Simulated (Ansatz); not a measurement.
## Geometry relaxation, with input and output: Al2Ru (part 1 of 2)

- system: Al2Ru (Fddd, 6 atoms in the cell)
- method: DFT PBEsol, scalar-relativistic, plane waves, PAW, no spin polarisation (Ansatz 0.2.0)

The structure derives from a Materials Project entry. It belongs to a series of runs on one base structure; here: volume × 0.98, shape and atoms relaxed. Figures and captions count atoms from 1; the log counts them from 0 in places.

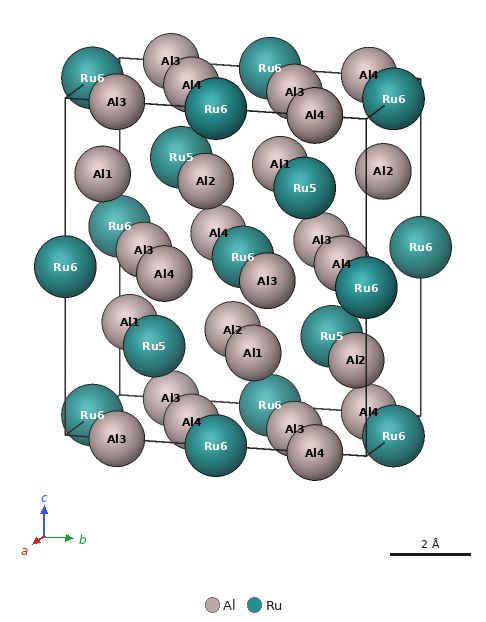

Fig. 1: The input geometry (spheres-only view of the cell 4 times as large as that of the calculation, set on its symmetry axes, seen slightly off an axis; atoms are numbered from 1 in the order of the input).

The input
```yaml
crystal:
  lattice:
    - [0.0, 3.9610518887, 4.3555378784]
    - [2.3348518782, 0.0, 4.3555378784]
    - [2.3348518782, 3.9610518887, 0.0]
  atoms:
    - { symbol: Al, position: [0.0789308005, 0.4210691995, 0.0789308005] }
    - { symbol: Al, position: [0.4210691995, 0.0789308005, 0.4210691995] }
    - { symbol: Al, position: [0.1710691995, 0.8289308005, 0.1710691995] }
    - { symbol: Al, position: [0.8289308005, 0.1710691995, 0.8289308005] }
    - { symbol: Ru, position: [0.75, 0.75, 0.75] }
    - { symbol: Ru, position: [0.5, 0.5, 0.5] }
basis:
  ecutwfc: 420
kpoints:
  mp_grid: { grid: [10, 10, 10] }
hamiltonian:
  xc: pbesol
scf:
  occupations: { method: gaussian, width: 0.01 }
output:
  forces: true
  stress: true
  eigenvalues: true
  write_density: true
  write_potential: true
  elf: true
  volumetric_format: npy
relax:
  adjacent_minimum: "off"
  f_tol: 0.001
  max_steps: 60
  cell: { stress_tol: 0.01, fix: [volume] }
```

Run on 2 threads of Intel Xeon (Sapphire Rapids), 32 GiB of memory available, shared host.

Run as:
```bash
ansatz run input.yaml --threads 2 --pin off --max-ram 7168MiB --backend cpu --events-out ev --progress --plain --runs-dir out
```

Log
```
Engine: ansatz 0.2.0, x86_64-unknown-linux-gnu
Pseudopotentials: kind: paw
Pseudopotential: Al, paw, valence charge 3, recommended cutoff 420 eV (normal), Al.paw.azcp
Pseudopotential: Ru, paw, valence charge 16, recommended cutoff 420 eV (normal), Ru.paw.azcp
Functional definition: PBEsol
  exchange = pbesol_x
  correlation = pbesol_c
Crystal: 6 atoms, lattice volume = 80.564 Å³
Basis set: ecut = 420 eV, 1605 PW (Γ), exchange–correlation on 80×72×64 points (8 copies of the dense FFT grid, shifted against one another)
Bands: 28, of which v1, the nominal top of the filled ones, is band 22 counted from 1 (21 counted from 0)
Symmetry: 8 space group operations
Space group: Fddd (ITA 70), of the structure as read, at distance tolerance 4.3e-5 Å
k-points: 171 of 1000
Non-local potential: Al, projectors of the file, l = 0: 2, l = 1: 2, l = 2: 1
Non-local potential: Ru, projectors of the file, l = 0: 3, l = 1: 2, l = 2: 2, l = 3: 1
PAW form: soft (Blöchl's): semilocal exchange-correlation on the pseudo side does not see the compensation charge
PAW frozen core: Al, regenerated for the run's functional, and the local potential with it (the file was generated under x = pbe(κ = 0.804, μ = 0.2195149727645171), c = pbe(β = 0.06672455060314922))
PAW frozen core: Ru, regenerated for the run's functional, and the local potential with it (the file was generated under x = pbe(κ = 0.804, μ = 0.2195149727645171), c = pbe(β = 0.06672455060314922))
PAW one-centre angular grid: Al, 110 points (default); XC on 64 Gauss nodes
PAW one-centre angular grid: Ru, 590 points (default); XC on 64 Gauss nodes
Initial density: superposition of atomic densities (neutral atoms: chi_scale 0, normalization atom), corrected by the library's trained network
Initial wavefunctions: pseudopotential atomic-orbital guess
Functional: x = pbesol(κ = 0.804, μ = 0.12345679012345678), c = pbesol(β = 0.046)
SCF iter   1: F=—  HF=-13735.307401 eV  |F-HF|=—  |Δ(HF+E_count)|=         —  Δρ=6.54e-3  dr2=3.60e-2  ethr=1.77e-3  ⟨swp⟩=7.2  Hψ=22958  notcnv=0
preconditioner: auto → none  [insulator: Δε(μ)=0.167 eV  Ē_g=6.672 eV  σ=0.010 eV  W_gap=1.00  n_scr=16 (ndim 8)  ℏωp=21.9 eV  f_vac=0.000  D(μ)=0.00/eV (n_scr^D=0)  ε∞_Penn≈11.8]
SCF iter   2: F=—  HF=-13735.301123 eV  |F-HF|=—  |Δ(HF+E_count)|=   6.28e-3  Δρ=1.95e-3  dr2=1.38e-3  ethr=8.17e-5  ⟨swp⟩=2.9  Hψ=9359  notcnv=0  defer=246
SCF iter   3: F=—  HF=-13735.301019 eV  |F-HF|=—  |Δ(HF+E_count)|=   1.05e-4  Δρ=6.16e-4  dr2=8.97e-5  ethr=3.15e-6  ⟨swp⟩=2.3  Hψ=7777  notcnv=0  defer=248
SCF iter   4: F=—  HF=-13735.301007 eV  |F-HF|=—  |Δ(HF+E_count)|=   1.20e-5  Δρ=3.33e-5  dr2=7.72e-7  ethr=2.04e-7  ⟨swp⟩=1.2  Hψ=4586  notcnv=0  defer=248
iter 5 did not close the SCF: its close was put off for the readings that it lacked (scf_convergence_deferred on its scf_iter line)
SCF iter   5: F=-13735.301007 eV  HF=-13735.301007 eV  |F-HF|=1.22e-9  |Δ(HF+E_count)|=   2.17e-7  Δρ=9.61e-6  dr2=3.05e-8  ethr=1.75e-9  ⟨swp⟩=2.0  Hψ=7428  notcnv=0  defer=248
SCF iter   6: F=-13735.301007 eV  HF=-13735.301007 eV  |F-HF|=3.46e-11  |Δ(HF+E_count)|=   3.84e-9  Δρ=1.69e-6  dr2=8.71e-10  ethr=6.93e-11  ⟨swp⟩=8.7  Hψ=28665  notcnv=0
SCF 1 converged in 6 iterations: F = -13735.301007 eV  dr2 = 8.71e-10
  greatest PAW one-centre occupation: 0.999 electrons in one spin orbital (limit 2), on the Ru atom at site 5 (counted from 0), in its partial waves of l = 0
relax step   1: F+E_penalty+E_count = -13735.30100654 eV  Δ(F+E_penalty+E_count) = +0.000e0 eV  max|allowed force component| = 2.816e-2 eV/Å  Δτ_max = 0.0000 Å  P = +3.828 GPa  Ω = 80.564 Å³  fix = [volume]  reactions: volume +3.828 GPa  (6 SCF iters, dr2 threshold 1.00e-7 eV, accepted)
Initial density: handed on by an earlier stage of this run
Initial wavefunctions: those handed on with the density
iter 1 solved again at ethr=8.35e-8 eV; its pass at ethr=3.10e-3 eV (dr2=3.68e-5 eV) is discarded
SCF iter   1: F=—  HF=-13735.301298 eV  |F-HF|=—  |Δ(HF+E_count)|=         —  Δρ=1.91e-4  dr2=3.75e-5  ethr=8.35e-8  ⟨swp⟩=2.4  Hψ=24617  notcnv=0
preconditioner: auto → none  [insulator: Δε(μ)=0.096 eV  Ē_g=6.669 eV  σ=0.010 eV  W_gap=1.00  n_scr=16 (ndim 8)  ℏωp=21.9 eV  f_vac=0.000  D(μ)=0.00/eV (n_scr^D=0)  ε∞_Penn≈11.8]
SCF iter   2: F=—  HF=-13735.301266 eV  |F-HF|=—  |Δ(HF+E_count)|=   3.20e-5  Δρ=6.86e-5  dr2=2.96e-6  ethr=8.35e-8  ⟨swp⟩=2.5  Hψ=7154  notcnv=0
iter 3 did not close the SCF: its close was put off for the readings that it lacked (scf_convergence_deferred on its scf_iter line)
SCF iter   3: F=-13735.301265 eV  HF=-13735.301265 eV  |F-HF|=1.38e-8  |Δ(HF+E_count)|=   7.31e-7  Δρ=1.32e-5  dr2=7.94e-8  ethr=6.74e-9  ⟨swp⟩=2.0  Hψ=7138  notcnv=0
iter 4 did not close the SCF: its close was put off for the readings that it lacked (scf_convergence_deferred on its scf_iter line)
SCF iter   4: F=-13735.301265 eV  HF=-13735.301265 eV  |F-HF|=1.73e-10  |Δ(HF+E_count)|=   4.74e-9  Δρ=1.93e-6  dr2=8.54e-10  ethr=1.80e-10  ⟨swp⟩=2.1  Hψ=7754  notcnv=0
iter 5 did not close the SCF: its close was put off for the readings that it lacked (scf_convergence_deferred on its scf_iter line)
SCF iter   5: F=-13735.301265 eV  HF=-13735.301265 eV  |F-HF|=2.91e-11  |Δ(HF+E_count)|=  2.91e-10  Δρ=2.94e-7  dr2=4.66e-11  ethr=1.94e-12  ⟨swp⟩=2.5  Hψ=7811  notcnv=0
SCF iter   6: F=-13735.301265 eV  HF=-13735.301265 eV  |F-HF|=1.82e-12  |Δ(HF+E_count)|=  1.82e-12  Δρ=4.86e-8  dr2=1.82e-12  ethr=1.00e-12  ⟨swp⟩=4.0  Hψ=20432  notcnv=0
SCF 2 converged in 6 iterations: F = -13735.301265 eV  dr2 = 1.82e-12
relax step   2: F+E_penalty+E_count = -13735.30126523 eV  Δ(F+E_penalty+E_count) = -2.587e-4 eV  max|allowed force component| = 2.893e-3 eV/Å  Δτ_max = 0.0019 Å  P = +3.778 GPa  Ω = 80.564 Å³  energy of the carried Pulay correction = -1.336e-17 eV  fix = [volume]  reactions: volume +3.778 GPa  (6 SCF iters, dr2 threshold 2.65e-7 eV, accepted)
iter 1 solved again at ethr=1.35e-8 eV; its pass at ethr=3.10e-3 eV (dr2=5.95e-6 eV) is discarded
SCF iter   1: F=—  HF=-13735.301310 eV  |F-HF|=—  |Δ(HF+E_count)|=         —  Δρ=7.05e-5  dr2=6.93e-6  ethr=1.35e-8  ⟨swp⟩=2.1  Hψ=24128  notcnv=0
preconditioner: auto → none  [insulator: Δε(μ)=0.092 eV  Ē_g=6.669 eV  σ=0.010 eV  W_gap=1.00  n_scr=16 (ndim 8)  ℏωp=21.9 eV  f_vac=0.000  D(μ)=0.00/eV (n_scr^D=0)  ε∞_Penn≈11.8]
SCF iter   2: F=—  HF=-13735.301286 eV  |F-HF|=—  |Δ(HF+E_count)|=   2.40e-5  Δρ=1.99e-5  dr2=2.63e-7  ethr=1.35e-8  ⟨swp⟩=2.2  Hψ=6908  notcnv=0
iter 3 did not close the SCF: its close was put off for the readings that it lacked (scf_convergence_deferred on its scf_iter line)
SCF iter   3: F=-13735.301286 eV  HF=-13735.301286 eV  |F-HF|=3.00e-9  |Δ(HF+E_count)|=   6.10e-8  Δρ=5.98e-6  dr2=1.60e-8  ethr=5.99e-10  ⟨swp⟩=2.1  Hψ=6755  notcnv=0
iter 4 did not close the SCF: its close was put off for the readings that it lacked (scf_convergence_deferred on its scf_iter line)
SCF iter   4: F=-13735.301286 eV  HF=-13735.301286 eV  |F-HF|=1.16e-10  |Δ(HF+E_count)|=  8.95e-10  Δρ=6.06e-7  dr2=2.04e-10  ethr=3.64e-11  ⟨swp⟩=2.2  Hψ=7838  notcnv=0
iter 5 did not close the SCF: its close was put off for the readings that it lacked (scf_convergence_deferred on its scf_iter line)
SCF iter   5: F=-13735.301286 eV  HF=-13735.301286 eV  |F-HF|=5.46e-12  |Δ(HF+E_count)|=  9.09e-12  Δρ=1.32e-7  dr2=1.15e-11  ethr=1.00e-12  ⟨swp⟩=2.4  Hψ=7345  notcnv=0
SCF iter   6: F=-13735.301286 eV  HF=-13735.301286 eV  |F-HF|=3.64e-12  |Δ(HF+E_count)|=  5.46e-12  Δρ=2.61e-8  dr2=4.55e-13  ethr=1.00e-12  ⟨swp⟩=4.0  Hψ=18452  notcnv=0
SCF 3 converged in 6 iterations: F = -13735.301286 eV  dr2 = 4.55e-13
relax step   3: F+E_penalty+E_count = -13735.30128612 eV  Δ(F+E_penalty+E_count) = -2.089e-5 eV  max|allowed force component| = 5.213e-4 eV/Å  Δτ_max = 0.0004 Å  P = +3.772 GPa  Ω = 80.564 Å³  energy of the carried Pulay correction = -1.336e-17 eV  fix = [volume]  reactions: volume +3.772 GPa  (6 SCF iters, accepted)
iter 1 solved again at ethr=1.46e-10 eV; its pass at ethr=3.10e-3 eV (dr2=6.41e-8 eV) is discarded
SCF iter   1: F=—  HF=-13735.301309 eV  |F-HF|=—  |Δ(HF+E_count)|=         —  Δρ=9.30e-6  dr2=8.35e-8  ethr=1.46e-10  ⟨swp⟩=3.5  Hψ=26828  notcnv=0
preconditioner: auto → none  [insulator: Δε(μ)=0.091 eV  Ē_g=6.669 eV  σ=0.010 eV  W_gap=1.00  n_scr=16 (ndim 8)  ℏωp=21.9 eV  f_vac=0.000  D(μ)=0.00/eV (n_scr^D=0)  ε∞_Penn≈11.8]
SCF iter   2: F=—  HF=-13735.301287 eV  |F-HF|=—  |Δ(HF+E_count)|=   2.23e-5  Δρ=3.21e-6  dr2=6.41e-9  ethr=1.46e-10  ⟨swp⟩=2.5  Hψ=7227  notcnv=0
iter 3 did not close the SCF: its close was put off for the readings that it lacked (scf_convergence_deferred on its scf_iter line)
SCF iter   3: F=-13735.301287 eV  HF=-13735.301287 eV  |F-HF|=2.55e-11  |Δ(HF+E_count)|=   1.58e-9  Δρ=6.55e-7  dr2=1.75e-10  ethr=1.46e-11  ⟨swp⟩=2.0  Hψ=7174  notcnv=0
iter 4 did not close the SCF: its close was put off for the readings that it lacked (scf_convergence_deferred on its scf_iter line)
SCF iter   4: F=-13735.301287 eV  HF=-13735.301287 eV  |F-HF|=5.46e-12  |Δ(HF+E_count)|=  1.27e-11  Δρ=1.05e-7  dr2=2.02e-12  ethr=1.00e-12  ⟨swp⟩=1.0  Hψ=4790  notcnv=0
iter 5 did not close the SCF: its close was put off for the readings that it lacked (scf_convergence_deferred on its scf_iter line)
SCF iter   5: F=-13735.301287 eV  HF=-13735.301287 eV  |F-HF|=7.28e-12  |Δ(HF+E_count)|=  1.82e-12  Δρ=1.43e-8  dr2=4.44e-14  ethr=1.00e-12  ⟨swp⟩=1.0  Hψ=4788  notcnv=0
iter 6 did not close the SCF: its close was put off for the readings that it lacked (scf_convergence_deferred on its scf_iter line)
SCF iter   6: F=-13735.301287 eV  HF=-13735.301287 eV  |F-HF|=3.64e-12  |Δ(HF+E_count)|=  3.64e-12  Δρ=1.81e-9  dr2=1.89e-15  ethr=1.00e-12  ⟨swp⟩=1.0  Hψ=4788  notcnv=0
SCF iter   7: F=-13735.301287 eV  HF=-13735.301287 eV  |F-HF|=1.82e-12  |Δ(HF+E_count)|=  1.82e-12  Δρ=2.77e-10  dr2=2.07e-17  ethr=1.00e-12  ⟨swp⟩=2.0  Hψ=13979  notcnv=0
SCF 4 converged in 7 iterations: F = -13735.301287 eV  dr2 = 2.07e-17
relax step   4: F+E_penalty+E_count = -13735.30128688 eV  Δ(F+E_penalty+E_count) = -7.509e-7 eV  max|allowed force component| = 1.827e-4 eV/Å  Δτ_max = 0.0000 Å  P = +3.773 GPa  Ω = 80.564 Å³  energy of the carried Pulay correction = -4.454e-18 eV  fix = [volume]  reactions: volume +3.773 GPa  (7 SCF iters, accepted)
Initial wavefunctions: pseudopotential atomic-orbital guess (no wavefunctions were taken with the density)
iter 1 solved again at ethr=1.22e-7 eV; its pass at ethr=3.10e-3 eV (dr2=5.35e-5 eV) is discarded
SCF iter   1: F=—  HF=-13735.301307 eV  |F-HF|=—  |Δ(HF+E_count)|=         —  Δρ=2.03e-6  dr2=4.57e-10  ethr=1.22e-7  ⟨swp⟩=3.0  Hψ=35415  notcnv=0
eigensolver tolerance schedule: the retry pair's looser diagonalisation over-reported the residual by 117224.50 of it (diagonalisation noise at an unbounded share of the residual, at the tolerance the schedule requests for it); recorded, not acted on — ethr = c·dr2/N_el stays at c = 1.0e-1
SCF iter   2: F=—  HF=-13735.301284 eV  |F-HF|=—  |Δ(HF+E_count)|=   2.23e-5  Δρ=8.92e-7  dr2=8.04e-11  ethr=1.04e-12  ⟨swp⟩=3.0  Hψ=11185  notcnv=0
SCF iter   3: F=—  HF=-13735.301284 eV  |F-HF|=—  |Δ(HF+E_count)|=  8.91e-11  Δρ=2.12e-7  dr2=5.08e-12  ethr=1.00e-12  ⟨swp⟩=1.0  Hψ=4788  notcnv=0
iter 4 did not close the SCF: its close was put off for the readings that it lacked (scf_convergence_deferred on its scf_iter line)
SCF iter   4: F=-13735.301284 eV  HF=-13735.301284 eV  |F-HF|=1.82e-12  |Δ(HF+E_count)|=  3.64e-12  Δρ=4.27e-8  dr2=1.77e-13  ethr=1.00e-12  ⟨swp⟩=1.0  Hψ=4788  notcnv=0
iter 5 did not close the SCF: its close was put off for the readings that it lacked (scf_convergence_deferred on its scf_iter line)
SCF iter   5: F=-13735.301284 eV  HF=-13735.301284 eV  |F-HF|=0.00e0  |Δ(HF+E_count)|=    0.00e0  Δρ=7.97e-9  dr2=2.26e-14  ethr=1.00e-12  ⟨swp⟩=1.0  Hψ=4788  notcnv=0
iter 6 did not close the SCF: its close was put off for the readings that it lacked (scf_convergence_deferred on its scf_iter line)
SCF iter   6: F=-13735.301284 eV  HF=-13735.301284 eV  |F-HF|=1.82e-12  |Δ(HF+E_count)|=    0.00e0  Δρ=1.70e-9  dr2=1.17e-15  ethr=1.00e-12  ⟨swp⟩=1.0  Hψ=4788  notcnv=0
iter 7 did not close the SCF: its close was put off for the readings that it lacked (scf_convergence_deferred on its scf_iter line)
SCF iter   7: F=-13735.301284 eV  HF=-13735.301284 eV  |F-HF|=5.46e-12  |Δ(HF+E_count)|=  1.82e-12  Δρ=4.57e-10  dr2=5.15e-17  ethr=1.00e-12  ⟨swp⟩=1.0  Hψ=4788  notcnv=0
SCF iter   8: F=-13735.301284 eV  HF=-13735.301284 eV  |F-HF|=3.64e-12  |Δ(HF+E_count)|=  1.82e-12  Δρ=1.22e-10  dr2=9.31e-18  ethr=1.00e-12  ⟨swp⟩=2.0  Hψ=11043  notcnv=0
SCF 5 converged in 8 iterations: F = -13735.301284 eV  dr2 = 9.31e-18
relax step   5: F+E_penalty+E_count = -13735.30128435 eV  Δ(F+E_penalty+E_count) = +2.523e-6 eV  max|allowed force component| = 1.856e-4 eV/Å  Δτ_max = 0.0000 Å  P = +3.773 GPa  Ω = 80.564 Å³  fix = [volume]  reactions: volume +3.773 GPa  stress off target by 2.91e-3 GPa on what of the cell is left free  SCF on the basis re-selected at this cell (its energy is not comparable with the rows above)  (8 SCF iters)
```

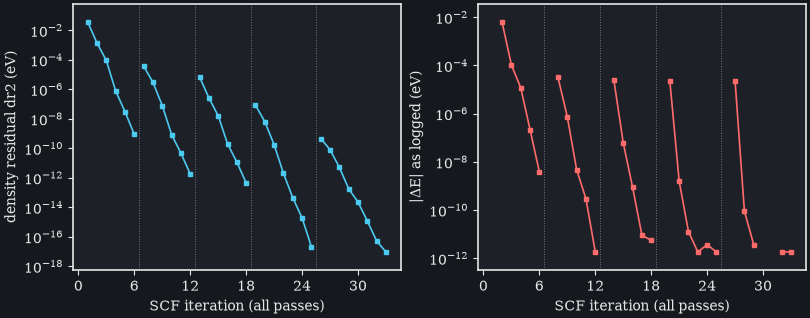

Fig. 2: Convergence of the self-consistent field: density residual dr2 and size of the energy change against the SCF iteration. The dotted lines part the SCF passes of the relaxation: geometry steps, rejected trials and re-solves on a re-selected basis. The 5 passes take 6 to 8 iterations each, 33 in all.
